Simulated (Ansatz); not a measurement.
## Band-structure calculation of SnO

- system: SnO (P4/nmm, 4 atoms in the cell)
- method: DFT r2SCAN, scalar-relativistic, plane waves, PAW, no spin polarisation (Ansatz 0.2.0)

The structure derives from an entry of the Crystallography Open Database. Figures and captions count atoms from 1; the log counts them from 0 in places.

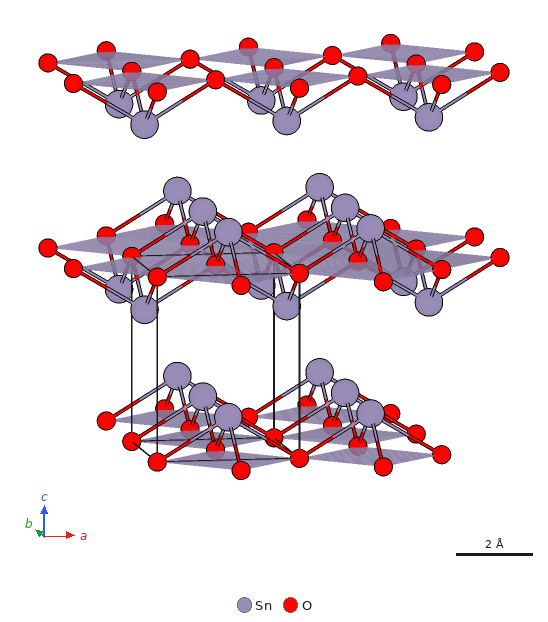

The structure (polyhedral view of the cell of the calculation, repeated 2 × 2 × 2, seen slightly off an axis; polyhedra are completed across the faces of the cell).

Results in brief

```csv
quantity,value
outcome,converged
space group (tolerance 0.01 Å),P4/nmm (129)
electrons treated,40
free energy,−13214.6923 eV
Fermi energy,9.840 eV
gap on the k-point mesh,0.36 eV
gap on the band path,0.36 eV
pressure,−0.02 GPa
largest force (length of the vector),0.003 eV/Å
hardware,"2 threads of Arm Neoverse V1, 24 GiB of memory available, shared host"
wall time,52 s (CPU time 1.7 min)
peak memory,0.72 GiB
```

Input file
```yaml
crystal:
  lattice:
    - [3.8087037368, 0.0, 0.0]
    - [0.0, 3.8087037368, 0.0]
    - [0.0, 0.0, 4.930870936]
  atoms:
    - { symbol: Sn, position: [0.5, 0.0, 0.2325790935] }
    - { symbol: Sn, position: [0.0, 0.5, 0.7674209065] }
    - { symbol: O, position: [0.0, 0.0, 0.0] }
    - { symbol: O, position: [0.5, 0.5, 0.0] }
basis:
  ecutwfc: 500
kpoints:
  mp_grid: { grid: [10, 10, 8] }
  band_path:
    path:
      - [[0.0, 0.0, 0.0], [0.0, 0.5, 0.0], [0.5, 0.5, 0.0], [0.0, 0.0, 0.0], [0.0, 0.0, 0.5], [0.0, 0.5, 0.5], [0.5, 0.5, 0.5], [0.0, 0.0, 0.5]]
      - [[0.0, 0.5, 0.0], [0.0, 0.5, 0.5]]
      - [[0.5, 0.5, 0.0], [0.5, 0.5, 0.5]]
    npoints: 14
hamiltonian:
  xc: r2scan
scf:
  occupations: { method: gaussian, width: 0.01 }
  n_extra_bands: 10
output:
  forces: true
  stress: true
  eigenvalues: true
  populations: true
  dos: { projected: true, de: 0.02, nscf_kmesh: { grid: [15, 15, 12] } }
  bader: true
  write_density: true
  write_potential: true
  elf: true
  volumetric_format: npy
```

Launched with:
```bash
ansatz run input.yaml --threads 2 --pin off --max-ram 5120MiB --backend cpu --events-out ev --progress --plain --runs-dir out
```

What the program printed
```
scf.n_extra_bands = 10 over 20 filled bands (N_el = 40.0): the run solves 30 bands
Engine: ansatz 0.2.0, aarch64-unknown-linux-gnu
Pseudopotentials: kind: paw
Pseudopotential: Sn, paw, valence charge 14, recommended cutoff 500 eV (meta_gga), Sn.paw.azcp
Pseudopotential: O, paw, valence charge 6, recommended cutoff 500 eV (meta_gga), O.paw.azcp
Functional definition: r2SCAN
  parameter k0 = 0.174
  parameter k1 = 0.065
  parameter a1 = 4.9479
  exchange = r2scan_x(k0 = k0, k1 = k1, a1 = a1)
  correlation = r2scan_c
Crystal: 4 atoms, lattice volume = 71.528 Å³
Basis set: ecut = 500 eV, 1817 PW (Γ), exchange–correlation on 120×120×144 points (64 copies of the dense FFT grid, shifted against one another)
Bands: 30, of which v1, the nominal top of the filled ones, is band 20 counted from 1 (19 counted from 0)
Symmetry: 16 space group operations
Space group: P4/nmm (ITA 129), of the structure as read, at distance tolerance 4.2e-5 Å
k-points: 105 of 800
Non-local potential: Sn, projectors of the file, l = 0: 2, l = 1: 2, l = 2: 2, l = 3: 2
Non-local potential: O, projectors of the file, l = 0: 2, l = 1: 2, l = 2: 1
PAW form: soft (Blöchl's): semilocal exchange-correlation on the pseudo side does not see the compensation charge
PAW frozen core: Sn, regenerated for the run's functional (the file was generated under x = pbe(κ = 0.804, μ = 0.2195149727645171), c = pbe(β = 0.06672455060314922))
PAW frozen core: O, regenerated for the run's functional (the file was generated under x = pbe(κ = 0.804, μ = 0.2195149727645171), c = pbe(β = 0.06672455060314922))
PAW one-centre angular grid: Sn, 590 points (default); XC on 249 of its mesh's 2787 points in the sphere
PAW one-centre angular grid: O, 302 points (default); XC on 160 Gauss nodes
Initial density: superposition of atomic densities (neutral atoms: chi_scale 0, normalization atom), corrected by the library's trained network
Initial wavefunctions: pseudopotential atomic-orbital guess
Functional: x = r2scan, c = r2scan; τ floored in thin density (d = 2e-4 eV/Å³)
SCF iter   1: F=—  HF=-13214.613180 eV  |F-HF|=—  |Δ(HF+E_count)|=         —  Δρ=8.20e-3  dr2=4.27e-2  dr2_τ=1.15e-1  ethr=1.77e-3  ⟨swp⟩=6.5  Hψ=15495  notcnv=0  defer=28
preconditioner: auto → Resta (q_TF=auto, 2.476 Å⁻¹)  ε∞=2.5  [insulator: Δε(μ)=0.344 eV  Ē_g=22.515 eV  σ=0.010 eV  W_gap=1.00  n_scr=18 (ndim 8)  ℏωp=27.8 eV  f_vac=0.023  D(μ)=0.00/eV (n_scr^D=0)  ε∞_Penn≈2.5]
SCF iter   2: F=—  HF=-13214.691512 eV  |F-HF|=—  |Δ(HF+E_count)|=   7.83e-2  Δρ=4.87e-3  dr2=9.10e-3  dr2_τ=9.61e-4  ethr=1.07e-4  ⟨swp⟩=2.4  Hψ=5881  notcnv=0  defer=298
SCF iter   3: F=—  HF=-13214.692167 eV  |F-HF|=—  |Δ(HF+E_count)|=   6.55e-4  Δρ=1.32e-3  dr2=1.08e-3  dr2_τ=1.24e-4  ethr=2.27e-5  ⟨swp⟩=2.9  Hψ=5484  notcnv=0  defer=298
SCF iter   4: F=—  HF=-13214.692260 eV  |F-HF|=—  |Δ(HF+E_count)|=   9.23e-5  Δρ=3.71e-4  dr2=9.42e-5  dr2_τ=7.47e-6  ethr=2.70e-6  ⟨swp⟩=2.0  Hψ=4534  notcnv=0  defer=298
SCF iter   5: F=—  HF=-13214.692259 eV  |F-HF|=—  |Δ(HF+E_count)|=   9.43e-7  Δρ=1.11e-4  dr2=8.93e-6  dr2_τ=6.23e-7  ethr=2.36e-7  ⟨swp⟩=2.0  Hψ=3643  notcnv=0  defer=298
SCF iter   6: F=—  HF=-13214.692261 eV  |F-HF|=—  |Δ(HF+E_count)|=   2.04e-6  Δρ=2.79e-5  dr2=5.62e-7  dr2_τ=2.43e-8  ethr=2.23e-8  ⟨swp⟩=2.0  Hψ=3716  notcnv=0  defer=298
SCF iter   7: F=-13214.692261 eV  HF=-13214.692261 eV  |F-HF|=1.64e-8  |Δ(HF+E_count)|=   2.17e-7  Δρ=6.50e-6  dr2=3.05e-8  dr2_τ=1.03e-9  ethr=2.50e-10  ⟨swp⟩=13.9  Hψ=23095  notcnv=0
SCF 1 converged in 7 iterations: F = -13214.692261 eV  dr2 = 3.05e-8
  greatest PAW one-centre occupation: 0.994 electrons in one spin orbital (limit 2), on the Sn atom at site 1 (counted from 0), in its partial waves of l = 2
NSCF: frozen V_eff on 129 k-points
NSCF: frozen V_eff on 252 k-points
SCF converged after 7 iterations
Free energy (F): -13214.692261 eV
Harris-Foulkes:  -13214.692261 eV  (|F-HF|=1.64e-8)
Internal energy: -13214.692261 eV  (E = F + TS)
E sigma→0 (E₀):  -13214.692261 eV
Fermi energy:    9.840157 eV
--- Per-component energies (eV) ---
  E_band       = -224.179649
  E_kinetic    = 725.998651
  E_local      = -2763.087879  (includes V_loc(G=0)·N_el)
  E_nonlocal   = 29.979976
  E_hartree    = 1489.212987
  E_xc         = -896.587317
  E_vxc        = -420.008551  (∫ρ·V_xc dr)
  E_paw        = -8638.951642  (= ΣΔE_a)
  E_vpaw       = -801.868715  (= ΣTr[D̂ρ^β])
  E_aug_tail   = 0.001979  (compensation charges beyond the density's cutoff)
  E_vtau       = 26.381133  (kinetic-family band-sum trace: ∫τ·v_τ [+ j·A + Jᵃ·Aᵃ] dr)
  E_ewald      = -3162.665773
  E_core_change = 1.406758  (= ΣΔE_core)
  E_smearing   = -0.000000  (= −TS)
  E_closure    = 0.000000  (closes the sum)
  Σ components = -13214.692261   (vs F -13214.692261, Δ=0.00e0)
--- Forces (eV/Å), atoms counted from 1 ---
  atom   1  Sn     0.00000000     0.00000000    -0.00291487
  atom   2  Sn     0.00000000     0.00000000     0.00291487
  atom   3  O      0.00000000     0.00000000    -0.00000000
  atom   4  O      0.00000000     0.00000000     0.00000000
  max |Σ_I F_I| component: 4.34e-19 eV/Å
--- Stress (GPa, compression-positive) ---
       -0.038520       0.000000       0.000000
        0.000000      -0.038520       0.000000
        0.000000       0.000000       0.020506
  P = ⅓ Tr σ = -0.0188 GPa (-0.188 kbar)
--- Band table (eV; the first three rows and the last of 105) ---
  k-point 0: bands = ["-13.3097", "-12.7634", "-12.7478", "-12.7478", "-12.7187", "-12.6879", "-12.6676", "-12.6667", "-12.6238", "-12.6238", "-11.8550", "-9.1712", "1.6608", "2.8196", "2.9911", "2.9911", "5.8083", "6.1104", "6.1104", "9.6608", "12.0379", "14.0856", "14.6730", "14.6730", "15.6417", "15.6417", "16.7962", "17.4750", "20.8199", "22.7180"]
  k-point 1: bands = ["-13.3078", "-12.7654", "-12.7445", "-12.7445", "-12.7171", "-12.6883", "-12.6682", "-12.6677", "-12.6275", "-12.6275", "-11.8503", "-9.1713", "1.2532", "3.0045", "3.0045", "3.3912", "5.8004", "6.1086", "6.1086", "9.4883", "11.8529", "14.1616", "14.1616", "14.1870", "16.2515", "16.2515", "16.7210", "17.5956", "21.4031", "22.7547"]
  k-point 2: bands = ["-13.3033", "-12.7702", "-12.7354", "-12.7354", "-12.7130", "-12.6890", "-12.6723", "-12.6682", "-12.6375", "-12.6375", "-11.8390", "-9.1713", "0.7151", "3.0374", "3.0374", "4.4138", "5.7815", "6.1038", "6.1038", "8.9115", "11.6482", "13.5245", "13.5245", "14.0828", "16.9444", "17.1431", "17.1431", "17.9176", "22.6534", "22.8519"]
  k-point 104: bands = ["-13.2126", "-13.2126", "-12.7296", "-12.7296", "-12.6977", "-12.6977", "-12.6521", "-12.6521", "-12.6157", "-12.6157", "-10.0571", "-10.0571", "0.3414", "0.3414", "3.7573", "3.7573", "6.7839", "6.7839", "6.8691", "6.8691", "12.2237", "12.2237", "13.8843", "13.8843", "15.5999", "15.5999", "19.9445", "19.9445", "23.7294", "23.7294"]
--- Löwdin populations: 4 sites ---
  site symbol       q [e]
     0     Sn     13.1201
     1     Sn     13.1201
     2      O      6.8071
     3      O      6.8071
  spilling = 0.003640 (of n_electrons = 40.000000)
--- Bader charges: 4 sites ---
  site symbol  charge [e]  shift [e]
     0     Sn      1.3353     0.0033
     1     Sn      1.3353     0.0033
     2      O     -1.3353     0.0033
     3      O     -1.3353     0.0033
  estimated error of the sums over rays = 5.1e-4 e
```

File bader_charges.tsv
```
# site	symbol	x_ang	y_ang	z_ang	partial_charge_e	electrons	volume_ang3	relative_density_drop	shared_charge_e	partial_wave_shift_e
# quadrature_error_electrons = 5.1e-4
0	Sn	1.9044	0.0000	1.1468	1.33528	48.66472	22.49	-	1.33528	0.00333
1	Sn	0.0000	1.9044	3.7841	1.33531	48.66469	22.49	-	1.33531	0.00333
2	O	0.0000	0.0000	0.0000	-1.33529	9.33529	13.27	-	-1.33529	0.00333
3	O	1.9044	1.9044	0.0000	-1.33530	9.33530	13.27	-	-1.33530	0.00333
```

File populations.tsv
```
# site	symbol	l	j	q
# orbitals = lowdin
# n_electrons = 40.000000
# spilling = 0.003640
0	Sn	0_5S	-	1.584090
0	Sn	1_5P	-	1.542022
0	Sn	2_4D	-	9.993962
1	Sn	0_5S	-	1.584090
1	Sn	1_5P	-	1.542022
1	Sn	2_4D	-	9.993962
2	O	0_2S	-	1.774454
2	O	1_2P	-	5.032668
3	O	0_2S	-	1.774454
3	O	1_2P	-	5.032668
```

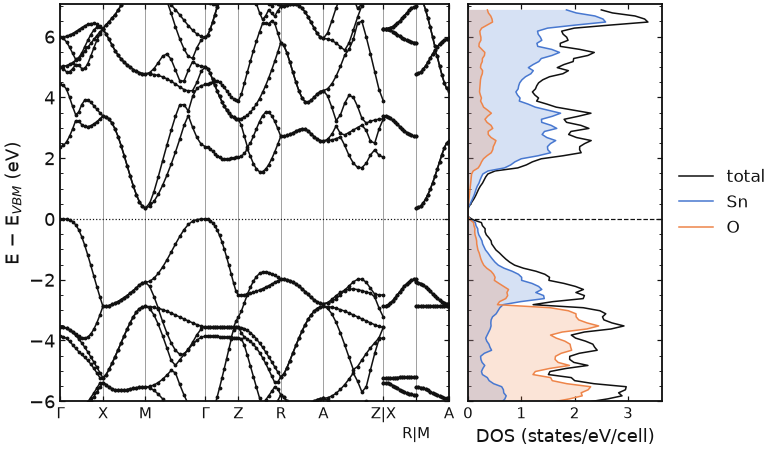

Band structure along Γ–X–M–Γ–Z–R–A–Z|X–R|M–A and density of states (projected on Löwdin-orthogonalised atomic shells), with energies from the valence-band top. There is a gap of 0.36 eV on this path, indirect, from Γ to M.

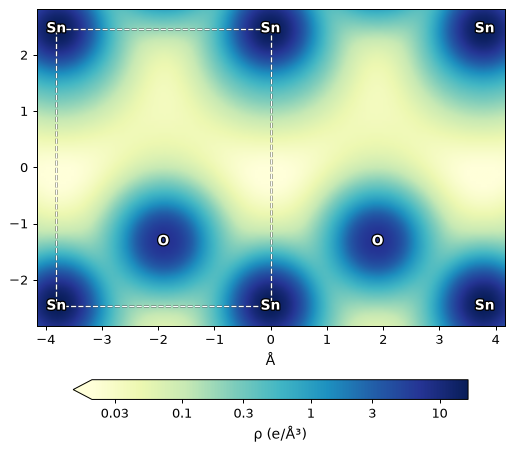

Valence charge density (pseudo) on the (010) plane of the conventional cell. The section cuts through Sn and O sites. Sn–O (2.22 Å): ρ is about 0.47 e/Å³ halfway. Away from the nuclei the density in this plane falls to 0.02 e/Å³ at its lowest. The fields are those of the smooth PAW valence density.

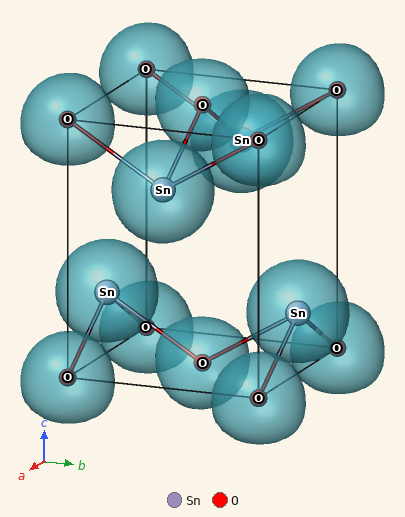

Isosurface of the valence charge density (pseudo) at 0.6 e/Å³ (cyan), seen slightly off an axis. Sticks mark near contacts. The outline is the cell set on symmetry axes. At this value the density breaks into separate islands; it holds about 75 % of the electrons treated as valence (semicore included). It is pinched off along the Sn–O (2.22 Å) contacts. On the grid the lowest density along these lines, outside the cores, is 0.47 e/Å³ (Sn–O, 2.22 Å).

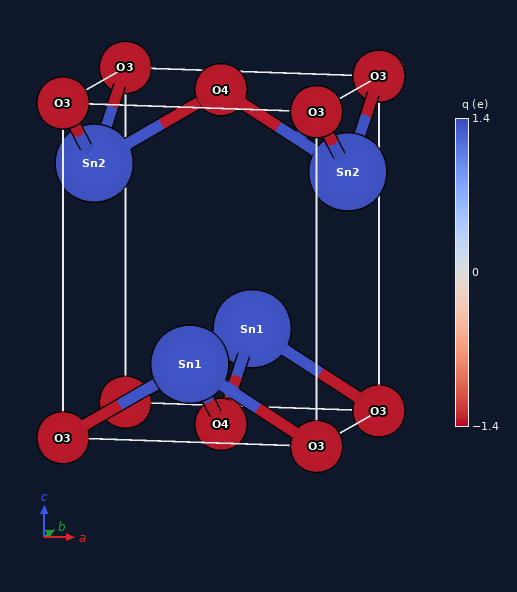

Bader charges, as the colour of each atom (ball-and-stick view of the cell of the calculation, seen slightly off an axis; atoms are numbered from 1 in the order of the input). By element: Sn +1.34 and O −1.34 e.
